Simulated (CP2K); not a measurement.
Si: single-point calculation

Si (P6₃/mmc, 4 atoms in the cell), computed with DFT, PBE, Gaussian and plane waves, basis DZVP-MOLOPT-SR-GTH, GTH potentials (CP2K 2026.2).

The structure was built on a prototype by a generator. The geometry comes from this level: r2SCAN.

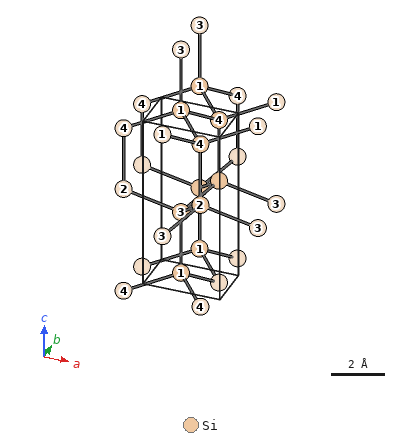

**Figure 1.** The input geometry (ball-and-stick view of the cell of the calculation, repeated 1 × 2 × 1, seen slightly off an axis; neighbours outside the cell are drawn fainter; atoms are numbered from 1 in the order of the input).

## The input
```
&GLOBAL
 PROJECT run
 RUN_TYPE ENERGY_FORCE
 PRINT_LEVEL LOW
&END GLOBAL
&FORCE_EVAL
 METHOD QS
 STRESS_TENSOR ANALYTICAL
 &DFT
  BASIS_SET_FILE_NAME BASIS_MOLOPT
  POTENTIAL_FILE_NAME GTH_POTENTIALS
  &QS
   EXTRAPOLATION USE_GUESS
  &END QS
  &MGRID
   CUTOFF 350
   REL_CUTOFF 50
  &END MGRID
  &XC
   &XC_FUNCTIONAL PBE
   &END XC_FUNCTIONAL
  &END XC
  &KPOINTS
   SCHEME MONKHORST-PACK 5 5 3
   SYMMETRY F
   FULL_GRID F
  &END KPOINTS
  &SCF
   ADDED_MOS 10
   EPS_SCF 1e-6
   MAX_SCF 80
   &DIAGONALIZATION
   &END DIAGONALIZATION
   &MIXING
    METHOD BROYDEN_MIXING
    ALPHA 0.3
   &END MIXING
   &SMEAR
    METHOD FERMI_DIRAC
    ELECTRONIC_TEMPERATURE [K] 232
   &END SMEAR
   &PRINT
    &ITERATION_INFO
    &END ITERATION_INFO
   &END PRINT
  &END SCF
  &PRINT
   &BAND_STRUCTURE
    FILE_NAME bands.bs
    ADDED_MOS 6
    &KPOINT_SET
     UNITS B_VECTOR
     SPECIAL_POINT 0.00000000 0.00000000 0.00000000
     NPOINTS 0
    &END KPOINT_SET
    &KPOINT_SET
     UNITS B_VECTOR
     SPECIAL_POINT 0.50000000 0.00000000 0.00000000
     NPOINTS 0
    &END KPOINT_SET
    &KPOINT_SET
     UNITS B_VECTOR
     SPECIAL_POINT 0.33333333 0.33333333 0.00000000
     NPOINTS 0
    &END KPOINT_SET
    &KPOINT_SET
     UNITS B_VECTOR
     SPECIAL_POINT 0.00000000 0.00000000 0.50000000
     NPOINTS 0
    &END KPOINT_SET
    &KPOINT_SET
     UNITS B_VECTOR
     SPECIAL_POINT 0.50000000 0.00000000 0.50000000
     NPOINTS 0
    &END KPOINT_SET
    &KPOINT_SET
     UNITS B_VECTOR
     SPECIAL_POINT 0.33333333 0.33333333 0.50000000
     NPOINTS 0
    &END KPOINT_SET
    &KPOINT_SET
     UNITS B_VECTOR
     SPECIAL_POINT 0.00000000 0.50000000 0.00000000
     NPOINTS 0
    &END KPOINT_SET
   &END BAND_STRUCTURE
  &END PRINT
 &END DFT
 &SUBSYS
  &CELL
   A 3.83212956 0.00000000 0.00000000
   B -1.91606478 3.31872155 0.00000000
   C -0.00000000 -0.00000000 6.34121684
  &END CELL
  &COORD
   SCALED
   Si 0.33333333 0.66666667 0.00056094
   Si 0.66666667 0.33333333 0.50056094
   Si 0.33333333 0.66666667 0.37443906
   Si 0.66666667 0.33333333 0.87443906
  &END COORD
  &KIND Si
   BASIS_SET DZVP-MOLOPT-SR-GTH
   POTENTIAL GTH-PBE
  &END KIND
 &END SUBSYS
 &PRINT
  &STRESS_TENSOR
  &END STRESS_TENSOR
  &FORCES
  &END FORCES
 &END PRINT
&END FORCE_EVAL
```

Run on 2 threads of Arm Neoverse V2, 112 GiB of memory available, shared host.

Command:
```bash
cp2k.psmp -i run.inp
```

## Output
```
CP2K| version string:                                       CP2K version 2026.2
 CP2K|            -lib tblite libvori libbqb
 CP2K| Input file name                                                   run.inp

 GLOBAL| Force Environment number                                              1
 GLOBAL| Cholesky decomposition library                                ScaLAPACK
 GLOBAL| Direct generalized diagonalization requested                          F
 GLOBAL| Matrix multiplication library                                 ScaLAPACK

 GENERATE|  Preliminary Number of Bonds generated:                             0
 GENERATE|  Achieved consistency in connectivity generation.

 *******************************************************************************
 *******************************************************************************
 **                                                                           **
 **     #####                         ##              ##                      **
 **    ##   ##            ##          ##              ##                      **
 **   ##     ##                       ##            ######                    **
 **   ##     ##  ##   ##  ##   #####  ##  ##   ####   ##    #####    #####    **
 **   ##     ##  ##   ##  ##  ##      ## ##   ##      ##   ##   ##  ##   ##   **
 **   ##  ## ##  ##   ##  ##  ##      ####     ###    ##   ######   ######    **
 **    ##  ###   ##   ##  ##  ##      ## ##      ##   ##   ##       ##        **
 **     #######   #####   ##   #####  ##  ##  ####    ##    #####   ##        **
 **           ##                                                    ##        **
 **                                                                           **
 **                                                ... make the atoms dance   **
 **                                                                           **
 **                      J. Chem. Phys. 152, 194103 (2020)                    **
 **                                                                           **
 *******************************************************************************

 TOTAL NUMBERS AND MAXIMUM NUMBERS

  Total number of            - Atomic kinds:                                   1
                             - Atoms:                                          4
                             - Shell sets:                                     4
                             - Shells:                                        20
                             - Primitive Cartesian functions:                 16
                             - Cartesian basis functions:                     56
                             - Spherical basis functions:                     52

  Maximum angular momentum of- Orbital basis functions:                        2
                             - Local part of the GTH pseudopotential:          0
                             - Non-local part of the GTH pseudopotential:      2

 SCF PARAMETERS         Density guess:                                    ATOMIC
                        --------------------------------------------------------
                        max_scf:                                              80
                        max_scf_history:                                       0
                        max_diis:                                              4
                        --------------------------------------------------------
                        eps_scf:                                        1.00E-06
                        eps_scf_history:                                0.00E+00
                        eps_diis:                                       1.00E-01
                        eps_eigval:                                     1.00E-05
                        --------------------------------------------------------
                        level_shift [a.u.]:                             0.000000
                        added MOs                                        10    0
                        --------------------------------------------------------
                        Mixing method:                            BROYDEN_MIXING
                                                charge density mixing in g-space
                        --------------------------------------------------------
                        Smear method:                                FERMI_DIRAC
                        Electronic temperature [K]:                        232.0
                        Electronic temperature [a.u.]:                  7.35E-04
                        Accuracy threshold:                             1.00E-10
                        --------------------------------------------------------
                        No outer SCF

 Extrapolation method: initial_guess

 Number of electrons:                                                         16
 Number of occupied orbitals:                                                  8
 Number of molecular orbitals:                                                18

 Number of orbital functions:                                                 52
 Number of independent orbital functions:                                     52

 SCF WAVEFUNCTION OPTIMIZATION

  ------------------------------------------------------------------------------
     1 NoMix/Diag. 0.30E+00    0.3     1.06788617       -15.9055480458 -1.59E+01
     2 Broy./Diag. 0.30E+00    0.4     0.01034346       -15.8326721540  7.29E-02
     3 Broy./Diag. 0.30E+00    0.4     0.02427372       -15.7137573292  1.19E-01
     4 Broy./Diag. 0.30E+00    0.4     0.00044213       -15.7673326304 -5.36E-02
     5 Broy./Diag. 0.30E+00    0.4     0.00086121       -15.7446808688  2.27E-02
     6 Broy./Diag. 0.30E+00    0.4     0.00004173       -15.7411218236  3.56E-03
     7 Broy./Diag. 0.30E+00    0.4     0.00004048       -15.7410381554  8.37E-05
     8 Broy./Diag. 0.30E+00    0.4     0.00001336       -15.7411982785 -1.60E-04
     9 Broy./Diag. 0.30E+00    0.4     0.00000340       -15.7412645429 -6.63E-05
    10 Broy./Diag. 0.30E+00    0.4     0.00000059       -15.7412754144 -1.09E-05

  *** SCF run converged in    10 steps ***

  Electronic density on regular grids:        -16.0000000000        0.0000000000
  Core density on regular grids:               15.9999999970       -0.0000000030
  Total charge density on r-space grids:       -0.0000000030
  Total charge density g-space grids:          -0.0000000030

  Overlap energy of the core charge distribution:               0.00000000002379
  Self energy of the core charge distribution:                -41.03196971256410
  Core Hamiltonian energy:                                      8.63093873992283
  Hartree energy:                                              21.47290577968705
  Exchange-correlation energy:                                 -4.81315022084086
  Electronic entropic energy:                                  -0.00000000064408
  Fermi energy:                                                 0.20995453841081

  Total energy:                                               -15.74127541441534
  Total energy (extrapolated to T->0):                        -15.74127541409330

 KPOINTS| Band Structure Calculation
 KPOINTS| Number of k-point sets                                               7
 KPOINTS| Number of added MOs/bands                                            6
 KPOINTS| Number of k-points in set    1                                       1
 KPOINTS| In units of b-vector [2pi/Bohr]
 KPOINTS| Special point     1 not specifi     0.000000     0.000000     0.000000
 KPOINTS| Time for k-point line                                            0.003
 KPOINTS| Number of k-points in set    2                                       1
 KPOINTS| In units of b-vector [2pi/Bohr]
 KPOINTS| Special point     1 not specifi     0.500000     0.000000     0.000000
 KPOINTS| Time for k-point line                                            0.003
 KPOINTS| Number of k-points in set    3                                       1
 KPOINTS| In units of b-vector [2pi/Bohr]
 KPOINTS| Special point     1 not specifi     0.333333     0.333333     0.000000
 KPOINTS| Time for k-point line                                            0.003
 KPOINTS| Number of k-points in set    4                                       1
 KPOINTS| In units of b-vector [2pi/Bohr]
 KPOINTS| Special point     1 not specifi     0.000000     0.000000     0.500000
 KPOINTS| Time for k-point line                                            0.003
 KPOINTS| Number of k-points in set    5                                       1
 KPOINTS| In units of b-vector [2pi/Bohr]
 KPOINTS| Special point     1 not specifi     0.500000     0.000000     0.500000
 KPOINTS| Time for k-point line                                            0.003
 KPOINTS| Number of k-points in set    6                                       1
 KPOINTS| In units of b-vector [2pi/Bohr]
 KPOINTS| Special point     1 not specifi     0.333333     0.333333     0.500000
 KPOINTS| Time for k-point line                                            0.003
 KPOINTS| Number of k-points in set    7                                       1
 KPOINTS| In units of b-vector [2pi/Bohr]
 KPOINTS| Special point     1 not specifi     0.000000     0.500000     0.000000
 KPOINTS| Time for k-point line                                            0.003

 ENERGY| Total FORCE_EVAL ( QS ) energy [hartree]            -15.741278960215952

 FORCES| Atomic forces [hartree/bohr]
 FORCES|   Atom     x               y               z               |f|
 FORCES|      1  9.32632409E-09 -3.37388917E-08 -2.25405327E-04   2.25405329E-04
 FORCES|      2 -9.32632214E-09  3.37388891E-08 -2.25405304E-04   2.25405307E-04
 FORCES|      3  9.32632479E-09 -2.85677187E-08  2.25405297E-04   2.25405299E-04
 FORCES|      4 -9.32632166E-09  2.85677151E-08  2.25405333E-04   2.25405335E-04
 FORCES| Sum     5.08424609E-15 -6.24322860E-15 -7.19927590E-14
 FORCES| Total atomic force                                       7.24415958E-14

 STRESS| Analytical stress tensor [bar]
 STRESS|                        x                   y                   z
 STRESS|      x        1.30494154824E+04  -2.98933203197E-02  -4.69759887141E-10
 STRESS|      y       -2.98933203197E-02   1.30489292879E+04   3.19713609294E-10
 STRESS|      z       -4.69759887141E-10   3.19713609294E-10   7.81504143349E+03
 STRESS| 1/3 Trace                                             1.13044620679E+04
 STRESS| Determinant                                           1.33075228787E+12

 STRESS| Eigenvectors and eigenvalues of the analytical stress tensor [bar]
 STRESS|                        1                   2                   3
 STRESS| Eigenvalues   7.81504143349E+03   1.30489274568E+04   1.30494173134E+04
 STRESS|      x           0.000000000000      0.061139012917      0.998129260717
 STRESS|      y          -0.000000000000      0.998129260717     -0.061139012917
 STRESS|      z           1.000000000000      0.000000000000     -0.000000000000
```

## Results in brief

- outcome: converged
- space group (tolerance 0.01 Å): P6₃/mmc (194)
- electrons treated: 16
- free energy: −428.3420 eV
- band gap: 0.48 eV
- pressure: 1.13 GPa
- largest force (length of the vector): 0.012 eV/Å
- wall time: 5.7 s (CPU time 9.9 s)
- peak memory: 0.25 GiB
